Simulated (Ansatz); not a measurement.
# Run report: Ti₄N₅, geometry relaxation (part 3 of 3)

Ti₄N₅ (slab, 9 atoms in the cell); DFT PBEsol, scalar-relativistic, plane waves, PAW, no spin polarisation (Ansatz 0.2.0); cutoff 420 eV, 12×12×1 k-mesh, Gaussian smearing of 0.1 eV. The structure derives from an entry of the Crystallography Open Database. The input holds or restrains some coordinates. Forces given for the steps count only the free coordinates. It belongs to a series of runs on one base structure; here: clean slab, lower half held.

Geometry of the input (Å; fractional positions):
```
2.9726  0.0000  0.0000
-1.4863  2.5744  0.0000
0.0000  0.0000  26.7086
N  0.3333  0.6667  0.3182
Ti 0.6667  0.3333  0.3637
N  0.0000  0.0000  0.4091
Ti 0.3333  0.6667  0.4546
N  0.6667  0.3333  0.5000
Ti 0.0000  0.0000  0.5454
N  0.3333  0.6667  0.5909
Ti 0.6667  0.3333  0.6363
N  0.0000  0.0000  0.6818
```

**Output, continued**
```
  k-point 0: bands = ["-55.7491", "-55.6137", "-54.5850", "-54.4738", "-32.3384", "-31.9825", "-31.8964", "-31.8964", "-31.7800", "-31.7800", "-31.0244", "-30.8947", "-30.7435", "-30.7435", "-30.6049", "-30.6049", "-14.8933", "-13.8181", "-12.9890", "-11.2789", "-10.5004", "-5.3849", "-3.4874", "-3.3065", "-3.3065", "-2.2099", "-2.2099", "-1.8272", "-1.4122", "-1.4122", "-0.4929", "-0.0627", "-0.0627", "0.8520", "1.6102", "1.6102", "1.8696", "1.8696", "2.3576", "2.7767", "2.7767", "3.4153", "3.8524", "3.8524", "4.0780", "4.0780"]
  k-point 1: bands = ["-55.7438", "-55.6090", "-54.5797", "-54.4690", "-32.3256", "-31.9915", "-31.9229", "-31.9050", "-31.8154", "-31.7871", "-31.0184", "-30.8878", "-30.7847", "-30.7523", "-30.6409", "-30.6125", "-14.7799", "-13.7416", "-12.9721", "-11.2501", "-10.4704", "-5.2939", "-3.7002", "-3.2606", "-3.1232", "-2.4872", "-2.1828", "-1.7468", "-1.6243", "-1.4050", "-0.7687", "-0.1977", "-0.0754", "0.5702", "1.3841", "1.5298", "2.0272", "2.2309", "2.5006", "2.8315", "2.8613", "3.3884", "3.8516", "3.8903", "4.0646", "4.0724"]
  k-point 2: bands = ["-55.7293", "-55.5962", "-54.5652", "-54.4558", "-32.2917", "-32.0622", "-31.9599", "-31.9286", "-31.8978", "-31.8065", "-31.0044", "-30.8932", "-30.8696", "-30.7761", "-30.7379", "-30.6331", "-14.4677", "-13.5443", "-12.9335", "-11.1626", "-10.3759", "-5.0379", "-3.9931", "-3.1575", "-3.0561", "-2.9042", "-2.1740", "-2.1465", "-1.8785", "-1.4166", "-1.1324", "-0.4061", "-0.0721", "0.1259", "1.1682", "1.3119", "1.9187", "2.3969", "2.7235", "3.0814", "3.3064", "3.5640", "3.7833", "3.9041", "4.1836", "4.2882"]
  k-point 18: bands = ["-55.6596", "-55.5346", "-54.4951", "-54.3922", "-32.2981", "-32.2948", "-32.2116", "-32.1258", "-32.0036", "-31.9337", "-31.2099", "-31.1022", "-30.9660", "-30.9544", "-30.9101", "-30.7849", "-13.2450", "-12.8825", "-12.3474", "-10.5413", "-9.6618", "-4.6552", "-4.5284", "-4.0907", "-3.8668", "-3.4406", "-3.2130", "-2.9918", "-2.8026", "-2.4991", "-1.6301", "-0.7485", "0.2985", "0.5878", "0.8550", "0.8717", "2.8230", "2.8901", "2.9041", "3.5212", "3.5839", "4.0749", "4.1250", "4.4441", "4.7485", "5.0296"]
--- Relaxed structure (6 steps of the walk, 6 accepted, 0 SCFs on fresh bases) ---
  F+E_penalty+E_count = -11800.30507466 eV   max|allowed force component| = 1.509e-3 eV/Å
  atoms:
    - { symbol: N, position: [0.3333333333333333, 0.6666666666666666, 0.31824992099999994] }
    - { symbol: Ti, position: [0.6666666666666666, 0.3333333333333333, 0.36368744079999993] }
    - { symbol: N, position: [0.0, 0.0, 0.40912496049999997] }
    - { symbol: Ti, position: [0.3333333333333333, 0.6666666666666666, 0.45456248029999996] }
    - { symbol: N, position: [0.6666666666666666, 0.3333333333333333, 0.5001130886697969] }
    - { symbol: Ti, position: [-3.539327262078683e-31, -1.9949762182451106e-34, 0.5461357236490394] }
    - { symbol: N, position: [0.3333333333333333, 0.6666666666666666, 0.5883625112226064] }
    - { symbol: Ti, position: [0.6666666666666666, 0.3333333333333333, 0.6447102992669486] }
    - { symbol: N, position: [2.3042900849754417e-31, 8.09162354120217e-31, 0.6739052647428802] }
```

**Trajectory as extended XYZ (Å, eV, eV/Å), 6 frames, from step=1 to step=6**
```
9
Lattice="2.9726 0.0000 0.0000 -1.4863 2.5744 0.0000 0.0000 0.0000 26.7086" Properties=species:S:1:pos:R:3:forces:R:3 step=1 energy=-11798.99967
N     0.0000    1.7162    8.5000    0.0000   0.0000   4.3612
Ti    1.4863    0.8581    9.7136    0.0000   0.0000  -5.6805
N     0.0000    0.0000   10.9271    0.0000   0.0000   1.0438
Ti    0.0000    1.7162   12.1407    0.0000   0.0000   0.3209
N     1.4863    0.8581   13.3543    0.0000   0.0000  -0.0001
Ti    0.0000    0.0000   14.5679    0.0000   0.0000  -0.3208
N     0.0000    1.7162   15.7814    0.0000   0.0000  -1.0435
Ti    1.4863    0.8581   16.9950    0.0000   0.0000   5.6800
N     0.0000    0.0000   18.2086    0.0000   0.0000  -4.3613
9
Lattice="2.9726 0.0000 0.0000 -1.4863 2.5744 0.0000 0.0000 0.0000 26.7086" Properties=species:S:1:pos:R:3:forces:R:3 step=2 energy=-11799.96387
N     0.0000    1.7162    8.5000    0.0000   0.0000   4.3630
Ti    1.4863    0.8581    9.7136    0.0000   0.0000  -5.6741
N     0.0000    0.0000   10.9271    0.0000   0.0000   1.0396
Ti    0.0000    1.7162   12.1407    0.0000   0.0000   0.1746
N     1.4863    0.8581   13.3524    0.0000   0.0000   0.0401
Ti    0.0000    0.0000   14.5639    0.0000   0.0000   0.5802
N     0.0000    1.7162   15.7894    0.0000   0.0000  -1.9489
Ti    1.4863    0.8581   17.0788    0.0000   0.0000   3.2036
N     0.0000    0.0000   18.0278    0.0000   0.0000  -1.7793
9
Lattice="2.9726 0.0000 0.0000 -1.4863 2.5744 0.0000 0.0000 0.0000 26.7086" Properties=species:S:1:pos:R:3:forces:R:3 step=3 energy=-11800.27348
N     0.0000    1.7162    8.5000    0.0000   0.0000   4.3634
Ti    1.4863    0.8581    9.7136    0.0000   0.0000  -5.6556
N     0.0000    0.0000   10.9271    0.0000   0.0000   1.0686
Ti    0.0000    1.7162   12.1407    0.0000   0.0000   0.3066
N     1.4863    0.8581   13.3674    0.0000   0.0000  -0.1951
Ti    0.0000    0.0000   14.5883    0.0000   0.0000  -0.1213
N     0.0000    1.7162   15.6947    0.0000   0.0000   0.4466
Ti    1.4863    0.8581   17.2435    0.0000   0.0000  -1.0039
N     0.0000    0.0000   17.9635    0.0000   0.0000   0.7910
9
Lattice="2.9726 0.0000 0.0000 -1.4863 2.5744 0.0000 0.0000 0.0000 26.7086" Properties=species:S:1:pos:R:3:forces:R:3 step=4 energy=-11800.30416
N     0.0000    1.7162    8.5000    0.0000   0.0000   4.3658
Ti    1.4863    0.8581    9.7136    0.0000   0.0000  -5.6654
N     0.0000    0.0000   10.9271    0.0000   0.0000   1.0506
Ti    0.0000    1.7162   12.1407    0.0000   0.0000   0.2505
N     1.4863    0.8581   13.3574    0.0000   0.0000   0.0130
Ti    0.0000    0.0000   14.5859    0.0000   0.0000   0.1344
N     0.0000    1.7162   15.7242    0.0000   0.0000  -0.1746
Ti    1.4863    0.8581   17.2225    0.0000   0.0000   0.0497
N     0.0000    0.0000   18.0050    0.0000   0.0000  -0.0239
9
Lattice="2.9726 0.0000 0.0000 -1.4863 2.5744 0.0000 0.0000 0.0000 26.7086" Properties=species:S:1:pos:R:3:forces:R:3 step=5 energy=-11800.30486
N     0.0000    1.7162    8.5000    0.0000   0.0000   4.3661
Ti    1.4863    0.8581    9.7136    0.0000   0.0000  -5.6640
N     0.0000    0.0000   10.9271    0.0000   0.0000   1.0471
Ti    0.0000    1.7162   12.1407    0.0000   0.0000   0.2214
N     1.4863    0.8581   13.3541    0.0000   0.0000   0.0540
Ti    0.0000    0.0000   14.5870    0.0000   0.0000  -0.0800
N     0.0000    1.7162   15.7107    0.0000   0.0000   0.0599
Ti    1.4863    0.8581   17.2176    0.0000   0.0000  -0.0020
N     0.0000    0.0000   17.9971    0.0000   0.0000  -0.0026
9
Lattice="2.9726 0.0000 0.0000 -1.4863 2.5744 0.0000 0.0000 0.0000 26.7086" Properties=species:S:1:pos:R:3:forces:R:3 step=6 energy=-11800.30508
N     0.0000    1.7162    8.5000    0.0000   0.0000   4.3656
Ti    1.4863    0.8581    9.7136    0.0000   0.0000  -5.6629
N     0.0000    0.0000   10.9271    0.0000   0.0000   1.0517
Ti    0.0000    1.7162   12.1407    0.0000   0.0000   0.2435
N     1.4863    0.8581   13.3573    0.0000   0.0000   0.0014
Ti    0.0000    0.0000   14.5865    0.0000   0.0000   0.0004
N     0.0000    1.7162   15.7143    0.0000   0.0000  -0.0006
Ti    1.4863    0.8581   17.2193    0.0000   0.0000   0.0015
N     0.0000    0.0000   17.9990    0.0000   0.0000  -0.0005
```

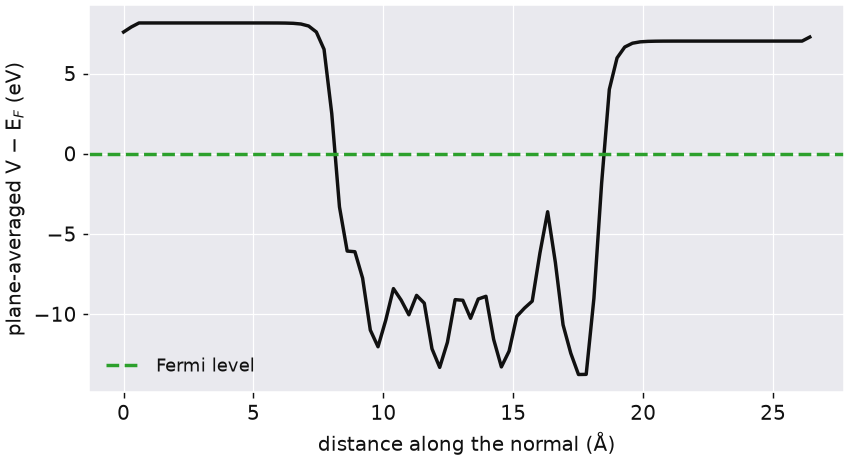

**Figure 1.** Plane average of the electrostatic potential energy of an electron across the cell, from the Fermi level. The vacuum level lies 7.02 eV above the Fermi level on the upper side and 8.15 eV on the lower.

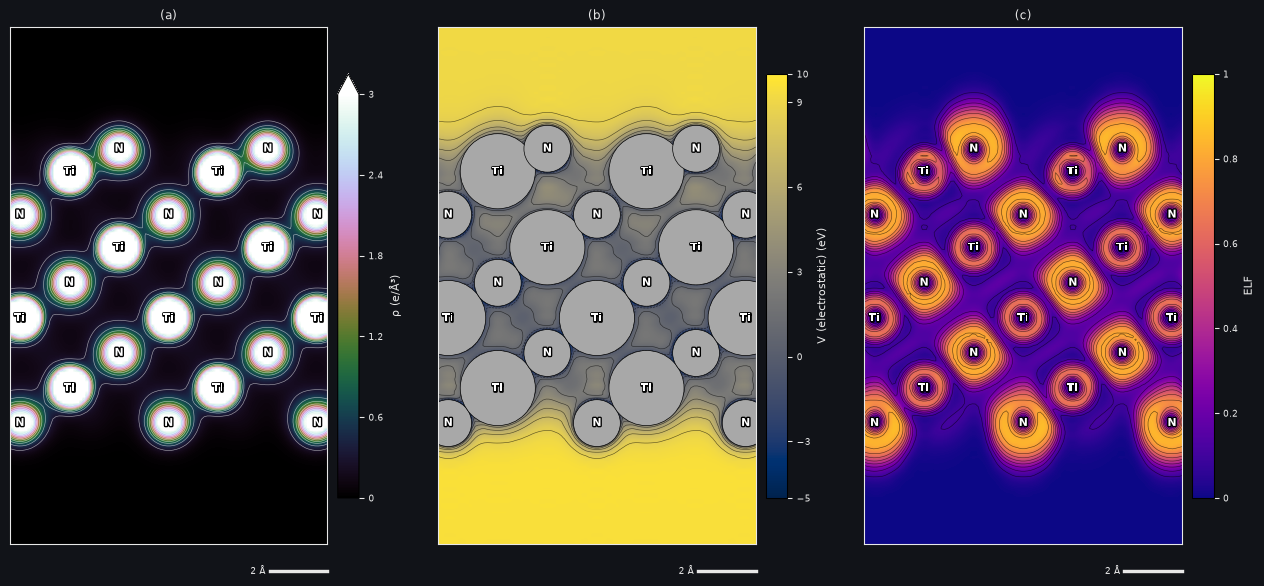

**Figure 2.** (a) valence charge density (pseudo); (b) electrostatic potential (local pseudopotential plus Hartree) felt by an electron; (c) ELF on the (110) plane of the calculation cell, a cut from vacuum to vacuum. Grey discs, where drawn, cover atomic cores. The section cuts through N and Ti sites. Ti–N (1.89 Å): ρ at the midpoint is about 0.92 e/Å³; the ELF is about 0.30 at the midpoint; a polar contact without a shared pair, in a metal. Ti–N (2.05 Å): ρ at the midpoint is about 0.61 e/Å³; the ELF is about 0.25 at the midpoint; no shared pair; the contact is polar. Ti–N (2.10 Å): ρ at the midpoint is about 0.53 e/Å³; the ELF is about 0.20 at the midpoint; a polar contact without a shared pair, in a metal. The density dies away to nearly zero in the vacuum. The strong features right at Ti lie inside the PAW spheres (semicore, d or f shells) and say nothing about bonding. The fields are those of the smooth PAW valence density.

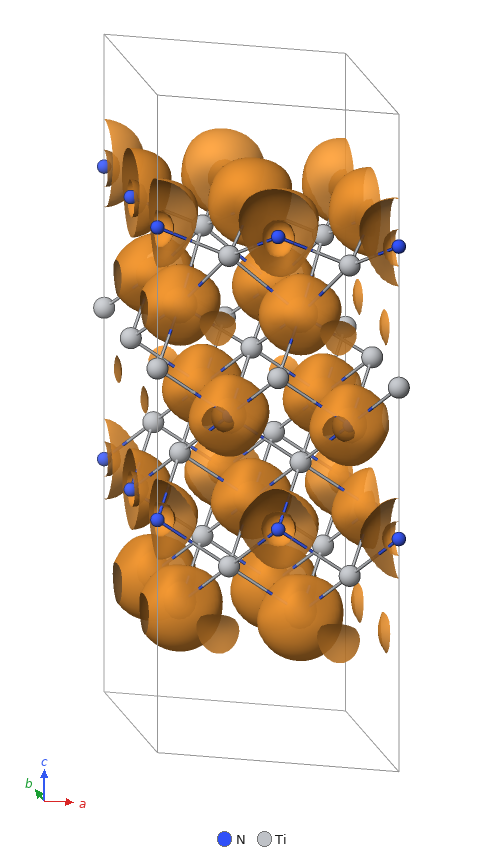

**Figure 3.** Isosurface of the electron localisation function at 0.65 (orange), seen slightly off an axis. Core shells and regions of very low density are left out. Sticks mark near contacts. Profiles from the grid: Ti–N (1.89 Å): the ELF is about 0.30 at the midpoint (a polar contact without a shared pair, in a metal). Ti–N (2.05 Å): the ELF is about 0.25 at the midpoint; a polar contact without a shared pair, in a metal.

**Key numbers**

- outcome: converged under the restraints of the input
- electrons treated: 73
- free energy: −11800.3051 eV
- work function, top face: 7.02 eV
- work function, bottom face: 8.15 eV
- Fermi energy: 1.763 eV
- gap on the k-point mesh: none (metallic)
- final volume: 204.39 Å³
- work function (upper face): 7.02 eV
- largest force (length of the vector) at the end, held atoms and coordinates included: 5.663 eV/Å
- wall time: 31 s (CPU time 61 s)
- peak memory: 0.54 GiB

**Remarks**

Warnings of the run: the exchange-correlation potential is rough where the density is thin. The cell holds an odd number of electrons but the run has no spin polarisation, so a band is left half filled.
